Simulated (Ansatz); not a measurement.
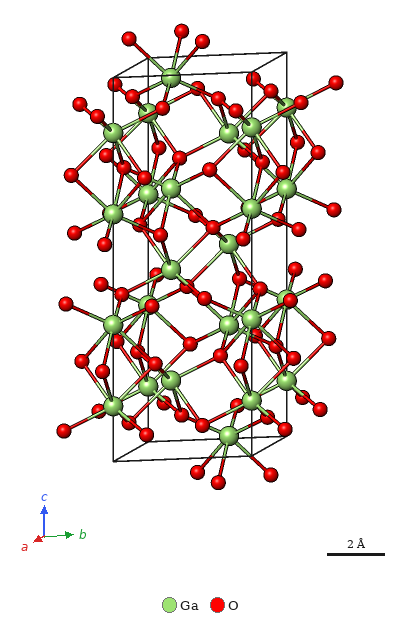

Fig. 1: The input geometry (ball-and-stick view of the cell 3 times as large as that of the calculation, set on its symmetry axes, seen slightly off an axis; bonded neighbours outside the cell are drawn too). An atom can appear more than once, as a periodic image.

**Run report: Ga$_{2}$O$_{3}$, geometry relaxation**

Ga$_{2}$O$_{3}$ (R-3c, 10 atoms in the cell), computed with DFT PBE, scalar-relativistic, plane waves, PAW, no spin polarisation (Ansatz 0.2.0).

The structure derives from a Materials Project entry.

Input file:
```yaml
crystal:
  lattice:
    - [2.5288071889, 1.4600075112, 4.5408731719]
    - [-2.5288071889, 1.4600075112, 4.5408731719]
    - [0.0, -2.9200150225, 4.5408731719]
  atoms:
    - { symbol: Ga, position: [0.8558438243, 0.8558438243, 0.8558438243] }
    - { symbol: Ga, position: [0.6441561757, 0.6441561757, 0.6441561757] }
    - { symbol: Ga, position: [0.1441561757, 0.1441561757, 0.1441561757] }
    - { symbol: Ga, position: [0.3558438243, 0.3558438243, 0.3558438243] }
    - { symbol: O, position: [0.75, 0.4468728988, 0.0531271012] }
    - { symbol: O, position: [0.4468728988, 0.0531271012, 0.75] }
    - { symbol: O, position: [0.0531271012, 0.75, 0.4468728988] }
    - { symbol: O, position: [0.25, 0.5531271012, 0.9468728988] }
    - { symbol: O, position: [0.9468728988, 0.25, 0.5531271012] }
    - { symbol: O, position: [0.5531271012, 0.9468728988, 0.25] }
basis:
  ecutwfc: 420
kpoints:
  mp_grid: { grid: [6, 6, 6] }
hamiltonian:
  xc: pbe
scf:
  occupations: { method: gaussian, width: 0.02 }
output:
  forces: true
  stress: true
  eigenvalues: true
relax:
  adjacent_minimum: "off"
  f_tol: 0.005
  max_steps: 80
  cell: { stress_tol: 0.05 }
```

Launched with:
```bash
ansatz run input.yaml --threads 4 --pin off --max-ram 10240MiB --backend cpu --events-out ev --progress --plain --runs-dir out
```

Output:
```
Engine: ansatz 0.2.0, x86_64-unknown-linux-gnu
Pseudopotentials: kind: paw
Pseudopotential: Ga, paw, valence charge 13, recommended cutoff 420 eV (normal), Ga.paw.azcp
Pseudopotential: O, paw, valence charge 6, recommended cutoff 420 eV (normal), O.paw.azcp
Functional definition: PBE
  parameter kappa = 0.804
  parameter beta = 0.06672455060314922
  exchange = pbe_x(kappa = kappa, mu = beta*pi^2/3)
  correlation = pbe_c(beta = beta)
Crystal: 10 atoms, lattice volume = 100.592 Å³
Basis set: ecut = 420 eV, 1929 PW (Γ), exchange–correlation on 80×80×80 points (8 copies of the dense FFT grid, shifted against one another)
Bands: 54, of which v1, the nominal top of the filled ones, is band 44 counted from 1 (43 counted from 0)
Symmetry: 12 space group operations
Space group: R-3c (ITA 167), of the structure as read, at distance tolerance 4.7e-5 Å
k-points: 32 of 216
Non-local potential: Ga, projectors of the file, l = 0: 2, l = 1: 2, l = 2: 3, l = 3: 1
Non-local potential: O, projectors of the file, l = 0: 2, l = 1: 2, l = 2: 1
PAW form: soft (Blöchl's): semilocal exchange-correlation on the pseudo side does not see the compensation charge
PAW one-centre angular grid: Ga, 590 points (default); XC on 64 Gauss nodes
PAW one-centre angular grid: O, 110 points (default); XC on 64 Gauss nodes
Initial density: superposition of atomic densities (neutral atoms: chi_scale 0, normalization atom), corrected by the library's trained network
Initial wavefunctions: pseudopotential atomic-orbital guess
Functional: x = pbe(κ = 0.804, μ = 0.2195149727645171), c = pbe(β = 0.06672455060314922)
SCF iter   1: F=—  HF=-18539.813441 eV  |F-HF|=—  |Δ(HF+E_count)|=         —  Δρ=1.06e-3  dr2=2.80e-4  ethr=1.77e-3  ⟨swp⟩=6.2  Hψ=6243  notcnv=0  defer=5
preconditioner: auto → Resta (q_TF=auto, 2.668 Å⁻¹)  ε∞=4.8  [insulator: Δε(μ)=2.397 eV  Ē_g=17.812 eV  σ=0.020 eV  W_gap=1.00  n_scr=26 (ndim 8)  ℏωp=34.7 eV  f_vac=0.017  D(μ)=0.00/eV (n_scr^D=0)  ε∞_Penn≈4.8]
SCF iter   2: F=—  HF=-18539.813749 eV  |F-HF|=—  |Δ(HF+E_count)|=   3.08e-4  Δρ=5.81e-4  dr2=7.62e-5  ethr=3.18e-7  ⟨swp⟩=2.8  Hψ=3802  notcnv=0  defer=98
SCF iter   3: F=—  HF=-18539.814182 eV  |F-HF|=—  |Δ(HF+E_count)|=   4.33e-4  Δρ=1.79e-4  dr2=1.50e-5  ethr=8.65e-8  ⟨swp⟩=2.0  Hψ=2993  notcnv=0  defer=98
SCF iter   4: F=—  HF=-18539.814190 eV  |F-HF|=—  |Δ(HF+E_count)|=   8.28e-6  Δρ=4.60e-5  dr2=1.04e-6  ethr=1.70e-8  ⟨swp⟩=2.0  Hψ=2801  notcnv=0  defer=98
SCF iter   5: F=—  HF=-18539.814193 eV  |F-HF|=—  |Δ(HF+E_count)|=   2.83e-6  Δρ=1.32e-5  dr2=1.17e-7  ethr=1.18e-9  ⟨swp⟩=2.0  Hψ=2990  notcnv=0  defer=98
SCF iter   6: F=-18539.814193 eV  HF=-18539.814193 eV  |F-HF|=1.75e-9  |Δ(HF+E_count)|=   3.46e-7  Δρ=5.73e-6  dr2=2.65e-8  ethr=1.14e-10  ⟨swp⟩=9.2  Hψ=7467  notcnv=0
SCF 1 converged in 6 iterations: F = -18539.814193 eV  dr2 = 2.65e-8
  greatest PAW one-centre occupation: 0.998 electrons in one spin orbital (limit 2), on the Ga atom at site 2 (counted from 0), in its partial waves of l = 2
relax step   1: F+E_penalty+E_count = -18539.81419315 eV  Δ(F+E_penalty+E_count) = +0.000e0 eV  max|allowed force component| = 1.451e-4 eV/Å  Δτ_max = 0.0000 Å  P = +0.019 GPa  Ω = 100.592 Å³  (6 SCF iters, dr2 threshold 1.00e-7 eV, accepted)
Initial density: handed on by an earlier stage of this run
Initial wavefunctions: pseudopotential atomic-orbital guess (no wavefunctions were taken with the density)
iter 1 solved again at ethr=1.30e-8 eV; its pass at ethr=3.10e-3 eV (dr2=1.14e-5 eV) is discarded
SCF iter   1: F=—  HF=-18539.814200 eV  |F-HF|=—  |Δ(HF+E_count)|=         —  Δρ=5.68e-6  dr2=2.57e-8  ethr=1.30e-8  ⟨swp⟩=3.9  Hψ=11663  notcnv=0
preconditioner: auto → Resta (q_TF=auto, 2.668 Å⁻¹)  ε∞=4.8  [insulator: Δε(μ)=2.401 eV  Ē_g=17.815 eV  σ=0.020 eV  W_gap=1.00  n_scr=26 (ndim 8)  ℏωp=34.7 eV  f_vac=0.018  D(μ)=0.00/eV (n_scr^D=0)  ε∞_Penn≈4.8]
SCF iter   2: F=—  HF=-18539.814193 eV  |F-HF|=—  |Δ(HF+E_count)|=   6.48e-6  Δρ=2.47e-6  dr2=6.56e-9  ethr=2.93e-11  ⟨swp⟩=2.0  Hψ=3120  notcnv=0
SCF iter   3: F=—  HF=-18539.814193 eV  |F-HF|=—  |Δ(HF+E_count)|=   7.24e-9  Δρ=1.46e-6  dr2=2.72e-9  ethr=7.45e-12  ⟨swp⟩=2.1  Hψ=2040  notcnv=0
SCF iter   4: F=—  HF=-18539.814193 eV  |F-HF|=—  |Δ(HF+E_count)|=   4.59e-9  Δρ=5.76e-7  dr2=2.81e-10  ethr=3.09e-12  ⟨swp⟩=2.0  Hψ=3127  notcnv=0
SCF iter   5: F=-18539.814193 eV  HF=-18539.814193 eV  |F-HF|=1.46e-11  |Δ(HF+E_count)|=  8.37e-11  Δρ=1.79e-7  dr2=1.83e-11  ethr=1.00e-12  ⟨swp⟩=4.2  Hψ=6109  notcnv=0
SCF 2 converged in 5 iterations: F = -18539.814193 eV  dr2 = 1.83e-11
relax step   2: F+E_penalty+E_count = -18539.81419317 eV  Δ(F+E_penalty+E_count) = -1.403e-8 eV  max|allowed force component| = 1.493e-4 eV/Å  Δτ_max = 0.0000 Å  P = +0.019 GPa  Ω = 100.592 Å³  stress off target by 2.02e-2 GPa  SCF on the basis re-selected at this cell (its energy is not comparable with the rows above)  (5 SCF iters)
```

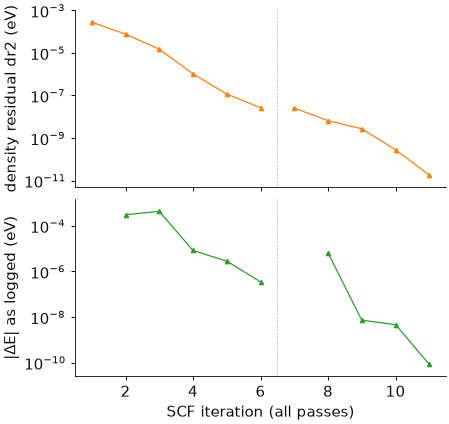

Fig. 2: Convergence of the self-consistent field: density residual dr2 and size of the energy change against the SCF iteration. The dotted lines part the SCF passes of the relaxation: geometry steps, rejected trials and re-solves on a re-selected basis. The passes take 6 and 5 iterations.

```
basis re-selected at this cell: Δ(F+E_penalty+E_count) = -1.403e-8 eV, ΔP = +0.000 GPa vs the last step (what re-selecting the basis moved, of the pressure what is left beyond the Pulay correction that the steps carried, after the strain that the cell walked since its last selection, with what the two solves' SCF thresholds leave and, on support functions, any second-order correction that the steps lacked; it is no measure of the basis error at this ecutwfc). This SCF's stress stands 2.02e-2 GPa from its target on what of the cell is left free (relax.cell.stress_tol is 5.00e-2 GPa) and its largest allowed force component is 1.49e-4 eV/Å (relax.f_tol is 5.00e-3 eV/Å): within both
SCF converged after 5 iterations
Free energy (F): -18539.814193 eV
Harris-Foulkes:  -18539.814193 eV  (|F-HF|=1.46e-11)
Internal energy: -18539.814193 eV  (E = F + TS)
E sigma→0 (E₀):  -18539.814193 eV
Fermi energy:    9.797783 eV
--- Per-component energies (eV) ---
  E_band       = -38.822386
  E_kinetic    = 1517.075278
  E_local      = -8663.594073  (includes V_loc(G=0)·N_el)
  E_nonlocal   = 2022.689655
  E_hartree    = 3902.256749
  E_xc         = -711.188007
  E_vxc        = -788.851331  (∫ρ·V_xc dr)
  E_paw        = -8946.014101  (= ΣΔE_a)
  E_vpaw       = -1930.669639  (= ΣTr[D̂ρ^β])
  E_aug_tail   = 0.014255  (compensation charges beyond the density's cutoff)
  E_ewald      = -7661.053949
  E_smearing   = -0.000000  (= −TS)
  E_closure    = 0.000000  (closes the sum)
  Σ components = -18539.814193   (vs F -18539.814193, Δ=0.00e0)
--- Forces (eV/Å), atoms counted from 1 ---
  atom   1  Ga    -0.00000000     0.00000000    -0.00000915
  atom   2  Ga    -0.00000000    -0.00000000     0.00000915
  atom   3  Ga     0.00000000    -0.00000000     0.00000915
  atom   4  Ga     0.00000000     0.00000000    -0.00000915
  atom   5  O      0.00007467    -0.00012933    -0.00000000
  atom   6  O     -0.00014933     0.00000000     0.00000000
  atom   7  O      0.00007467     0.00012933     0.00000000
  atom   8  O     -0.00007467     0.00012933     0.00000000
  atom   9  O     -0.00007467    -0.00012933    -0.00000000
  atom  10  O      0.00014933     0.00000000    -0.00000000
  max |Σ_I F_I| component: 1.74e-17 eV/Å
--- Stress (GPa, compression-positive) ---
        0.018881       0.000000       0.000000
        0.000000       0.018881      -0.000000
        0.000000      -0.000000       0.020161
  P = ⅓ Tr σ = 0.0193 GPa (0.193 kbar)
--- Band table (eV; the first three rows and the last of 32) ---
  k-point 0: bands = ["-10.0740", "-8.2343", "-8.2343", "-8.1989", "-8.1839", "-8.1839", "-4.1439", "-4.1439", "-4.0645", "-4.0645", "-4.0033", "-3.9684", "-3.9303", "-3.9303", "-3.9004", "-3.9004", "-3.8574", "-3.8574", "-3.7886", "-3.7882", "-3.7882", "-3.7872", "-3.5601", "-3.5601", "-3.0044", "-3.0044", "1.5904", "2.2725", "3.5559", "3.5559", "4.5438", "4.7403", "5.1727", "5.1727", "5.4743", "7.6022", "7.6022", "8.0847", "8.0847", "8.2796", "8.2796", "8.2870", "8.3646", "8.3646", "10.9983", "14.9155", "15.1678", "17.1137", "18.4530", "18.4600", "18.4600", "19.3053", "19.5014", "19.5014"]
  k-point 1: bands = ["-9.9565", "-8.3474", "-8.2447", "-8.2390", "-8.1953", "-8.1712", "-4.1290", "-4.1285", "-4.0606", "-4.0572", "-4.0031", "-3.9714", "-3.9252", "-3.9248", "-3.9095", "-3.9038", "-3.8673", "-3.8607", "-3.8026", "-3.7918", "-3.7864", "-3.7318", "-3.5920", "-3.5567", "-3.1066", "-3.0378", "1.7472", "2.2377", "3.1584", "4.0338", "4.2243", "4.9905", "5.3512", "5.7680", "6.0443", "6.8534", "7.4978", "7.6223", "7.8450", "8.0620", "8.0765", "8.1580", "8.4243", "8.5258", "11.8692", "14.8218", "15.4770", "16.7648", "17.5426", "18.2747", "19.1290", "19.2217", "19.9480", "20.0984"]
  k-point 2: bands = ["-9.6283", "-8.6923", "-8.2743", "-8.2617", "-8.2052", "-8.1853", "-4.1048", "-4.0868", "-4.0467", "-4.0387", "-4.0006", "-3.9788", "-3.9414", "-3.9354", "-3.9107", "-3.9068", "-3.8747", "-3.8592", "-3.8243", "-3.7932", "-3.7838", "-3.6860", "-3.5815", "-3.5329", "-3.2964", "-3.1557", "2.0616", "2.5371", "2.6382", "4.0994", "4.7725", "5.4045", "5.4540", "6.1481", "6.5386", "6.6865", "6.9592", "7.0443", "7.6257", "7.6484", "7.9053", "7.9816", "8.4139", "8.5393", "13.3408", "14.7117", "15.3580", "15.9647", "17.5678", "17.9227", "19.0798", "19.7145", "19.9382", "20.2054"]
  k-point 31: bands = ["-9.2474", "-9.2474", "-8.2114", "-8.2114", "-8.2114", "-8.2114", "-4.0700", "-4.0700", "-4.0700", "-4.0700", "-4.0539", "-4.0539", "-3.9417", "-3.9417", "-3.9417", "-3.9417", "-3.8015", "-3.8015", "-3.8015", "-3.8015", "-3.7342", "-3.7342", "-3.3601", "-3.3601", "-3.3601", "-3.3601", "2.5710", "2.5710", "4.2922", "4.2922", "4.8371", "4.8371", "4.8371", "4.8371", "6.2190", "6.2190", "7.1827", "7.1827", "7.1827", "7.1827", "8.3049", "8.3049", "8.3049", "8.3049", "14.0804", "14.0804", "16.0876", "16.0876", "17.7969", "17.7969", "19.8402", "19.8402", "19.8402", "19.8402"]
--- Relaxed structure (1 steps of the walk, 1 accepted, 1 SCFs on fresh bases) ---
  F+E_penalty+E_count = -18539.81419317 eV   max|allowed force component| = 1.493e-4 eV/Å   (the final SCF, on the basis selected at the relaxed cell)
  cell:  # Å, volume = 100.5915 Å³
    - [2.528807188894161, 1.460007511220038, 4.540873171905359]
    - [-2.528807188894161, 1.460007511220038, 4.540873171905359]
    - [0.0, -2.920015022490076, 4.540873171889283]
  atoms:
    - { symbol: Ga, position: [0.8558438243000002, 0.8558438243000002, 0.8558438243000003] }
    - { symbol: Ga, position: [0.6441561757000003, 0.6441561757000003, 0.6441561757000002] }
    - { symbol: Ga, position: [0.14415617570000003, 0.14415617570000003, 0.14415617570000006] }
    - { symbol: Ga, position: [0.35584382430000006, 0.35584382430000006, 0.35584382430000006] }
    - { symbol: O, position: [0.75, 0.4468728988000001, 0.05312710119999997] }
    - { symbol: O, position: [0.44687289880000003, 0.05312710120000008, 0.75] }
    - { symbol: O, position: [0.05312710120000014, 0.75, 0.4468728988000001] }
    - { symbol: O, position: [0.2500000000000001, 0.5531271012000001, 0.9468728988000001] }
    - { symbol: O, position: [0.9468728988, 0.2500000000000001, 0.5531271012000001] }
    - { symbol: O, position: [0.5531271012000002, 0.9468728988000001, 0.2500000000000001] }
```

Trajectory as extended XYZ (Å, eV, eV/Å), 2 frames, from step=1 to step=2:
```
10
Lattice="2.5288 1.4600 4.5409 -2.5288 1.4600 4.5409 0.0000 -2.9200 4.5409" Properties=species:S:1:pos:R:3:forces:R:3 step=1 energy=-18539.81419 pressure_GPa=0.02
Ga    0.0000    0.0000   11.6588    0.0000   0.0000   0.0000
Ga    0.0000    0.0000    8.7751    0.0000   0.0000   0.0000
Ga    0.0000    0.0000    1.9638    0.0000   0.0000   0.0000
Ga    0.0000    0.0000    4.8475    0.0000   0.0000   0.0000
O     0.7665    1.5923    5.6761    0.0001  -0.0001   0.0000
O     0.9957   -1.4600    5.6761   -0.0001   0.0000   0.0000
O    -1.7623   -0.1323    5.6761    0.0001   0.0001   0.0000
O    -0.7665   -1.5923    7.9465   -0.0001   0.0001   0.0000
O     1.7623    0.1323    7.9465   -0.0001  -0.0001   0.0000
O    -0.9957    1.4600    7.9465    0.0001   0.0000   0.0000
10
Lattice="2.5288 1.4600 4.5409 -2.5288 1.4600 4.5409 0.0000 -2.9200 4.5409" Properties=species:S:1:pos:R:3:forces:R:3 step=2 energy=-18539.81419 pressure_GPa=0.02
Ga    0.0000    0.0000   11.6588    0.0000   0.0000   0.0000
Ga    0.0000    0.0000    8.7751    0.0000   0.0000   0.0000
Ga    0.0000    0.0000    1.9638    0.0000   0.0000   0.0000
Ga    0.0000    0.0000    4.8475    0.0000   0.0000   0.0000
O     0.7665    1.5923    5.6761    0.0001  -0.0001   0.0000
O     0.9957   -1.4600    5.6761   -0.0001   0.0000   0.0000
O    -1.7623   -0.1323    5.6761    0.0001   0.0001   0.0000
O    -0.7665   -1.5923    7.9465   -0.0001   0.0001   0.0000
O     1.7623    0.1323    7.9465   -0.0001  -0.0001   0.0000
O    -0.9957    1.4600    7.9465    0.0001   0.0000   0.0000
```

Results in brief:

- outcome: converged
- space group (tolerance 0.01 Å): R-3c (167)
- electrons treated: 88
- free energy: −18539.8142 eV
- Fermi energy: 9.798 eV
- gap on the k-point mesh: 2.40 eV
- pressure: 0.02 GPa
- final volume: 100.59 Å³
- largest force (length of the vector) at the end: under 0.001 eV/Å
- final cell: a = 5.399 Å, b = 5.399 Å, c = 5.399 Å, α = 55.86°, β = 55.86°, γ = 55.86°
- hardware: 4 threads of Intel Xeon @ 2.50GHz (Skylake/Cascade Lake), 189 GiB of memory available, shared host
- wall time: 15 s (CPU time 45 s)
- peak memory: 0.56 GiB
